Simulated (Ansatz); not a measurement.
CsCl

```
CELL_PARAMETERS angstrom
0.00000 4.12300 4.12300
0.00000 -4.12300 4.12300
4.12300 0.00000 0.00000
ATOMIC_POSITIONS crystal
Cs 0.00000 0.00000 0.00000
Cs 0.50000 0.50000 0.00000
Cl 0.01520 0.50157 0.49690
Cl 0.51520 0.00157 0.49690
```

Space group P1; changed on purpose from its base cell (one atom moved).

The calculation used Ansatz 0.2.0, DFT PBE, scalar-relativistic, plane waves, PAW.

The density is the valence pseudo-density of a PAW calculation; it isn't the true density close to the nuclei.

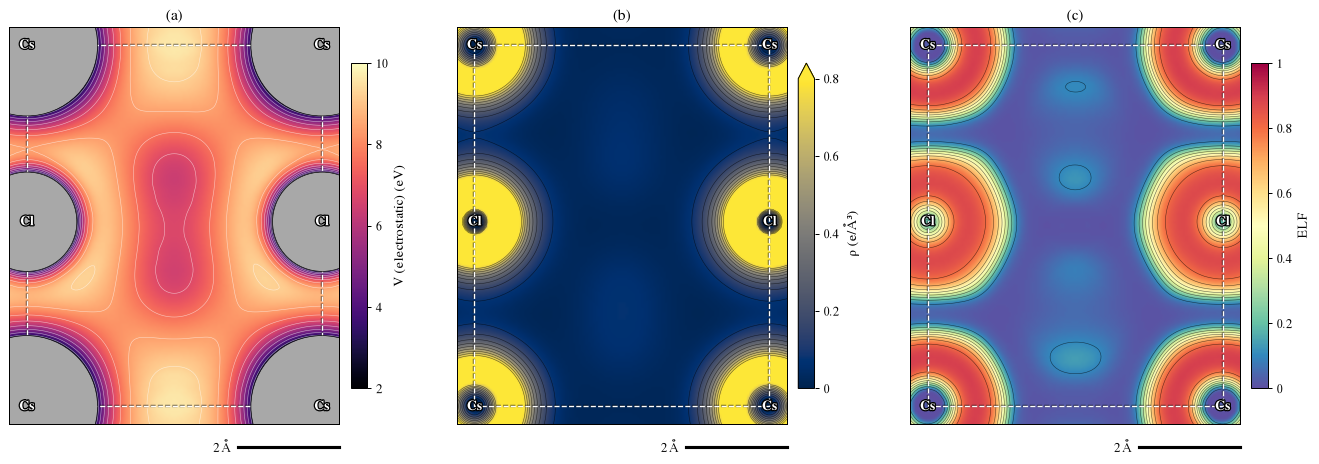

Figure 1. (a) electrostatic potential energy of an electron; (b) valence pseudo-density; (c) ELF on the (101) plane of the standardised cell. Grey discs cover the atomic cores in the potential map.

**What do the fields say about this system?**

The plane passes through Cs and Cl nuclei.
Cs–Cl (3.49 Å): ρ is about 0.08 e/Å³ halfway; the ELF is about 0.05 at the midpoint (a largely ionic contact).
Cs–Cl (3.65 Å): ρ at the midpoint is about 0.06 e/Å³; the ELF is about 0.05 at the midpoint: an ionic contact with no shared pair.
Between the atoms the lowest density in this plane is 0.02 e/Å³.
The features right at Cs lie inside the PAW spheres, where the map follows smoothed inner orbitals and isn't to be read closely.
Outside the cores the potential energy rises away from the atoms and is highest about 2.0 Å from the nearest atoms; its zero is arbitrary.

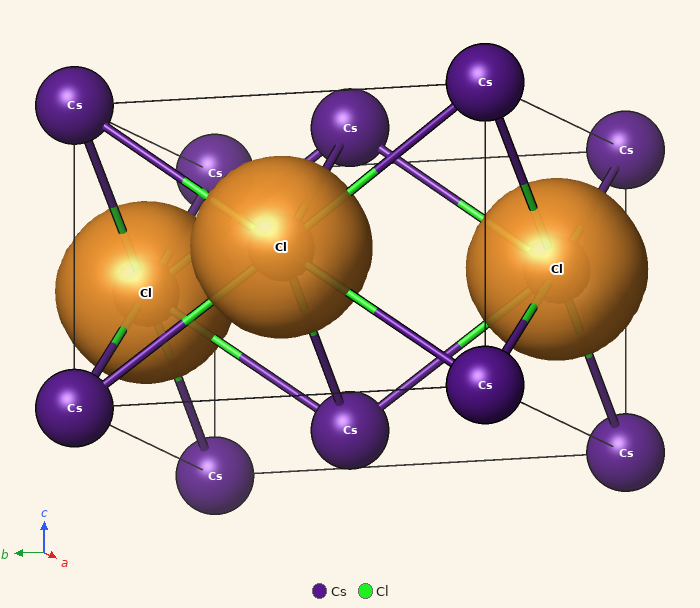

Figure 2. Isosurface of the ELF at 0.75 (orange), seen at an oblique angle. Core shells and regions of very low density are left out. Sticks mark near contacts.

**Where are the electrons localised?**

The surface consists of two regions wrapped around Cl (the valence shell of each), counted in one cell of 4 atoms. Any copies at cell faces, edges or corners count once. Profiles from the grid: Cs–Cl (3.56 Å): the ELF is about 0.05 at the midpoint: an ionic contact with no shared pair.

**Does the calculation give a band gap?**

It is gapped, with a Kohn–Sham gap of 5.3 eV on the k-point mesh, an upper bound to the gap of this method.
